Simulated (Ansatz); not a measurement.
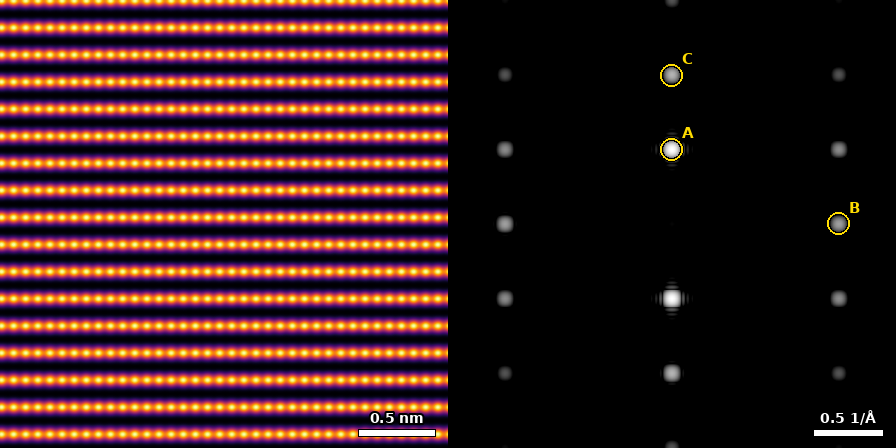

Integrated-DPC-like image of Cu (Fm-3m, No. 225) along [210]. Simulated as the projected potential of neutral atoms (B = 0.5 Å²) blurred by a 0.50 Å probe, the thin-sample limit of integrated differential phase contrast. Model: the geometry relaxed with DFT PBE, scalar-relativistic, plane waves, PAW in Ansatz; the starting structure was generated, so it need not be a known form of this composition.

The right panel is the modulus of the image's Fourier transform on a logarithmic scale.

a = 3.630 Å, b = 3.630 Å, c = 3.630 Å, α = 90.00°, β = 90.00°, γ = 90.00°

Index the marked spots and give their plane spacings (the zone axis points at the viewer; indices equivalent by symmetry, or all signs reversed, are as good).

A: (0 0 -2), d = 1.81 Å; B: (2 -4 0), d = 0.81 Å; C: (0 0 -4), d = 0.91 Å. A and B enclose 90°, and every spot obeys the zone law hu + kv + lw = 0 for [210].
